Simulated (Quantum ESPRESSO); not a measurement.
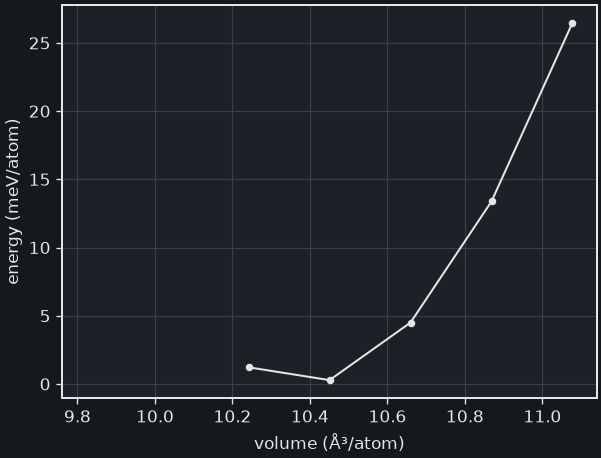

The plot gives the computed energy against volume for AlN, space group P6_3mc (No. 186).

Cell as given: a = 3.113 Å, b = 3.113 Å, c = 4.981 Å, α = 90.00°, β = 90.00°, γ = 120.00°; 4 atoms.

Method: plane-wave DFT, no spin polarisation; energies at scaled volumes of the given cell, shape and fractions fixed, counted from the fit's minimum, third-order Birch-Murnaghan fit (Quantum ESPRESSO 7.5). Level: PBE with D4.

k mesh 10×10×6; occupations Fermi–Dirac; smearing width 0.05 eV; potentials PseudoDojo 0.4.1 SR PBE standard; wave cutoff 1143 eV; density cutoff 4572 eV.

The points at volume 9.82 Å³/atom and 10.03 Å³/atom are left out of the plot. What values does the calculation give there?

```tsv
volume (Å³/atom)	energy (meV/atom)
9.82	20.76
10.03	7.85
```

Caveats: shape and atomic fractions are frozen while scaling, which makes layered, chain and framework solids too stiff.
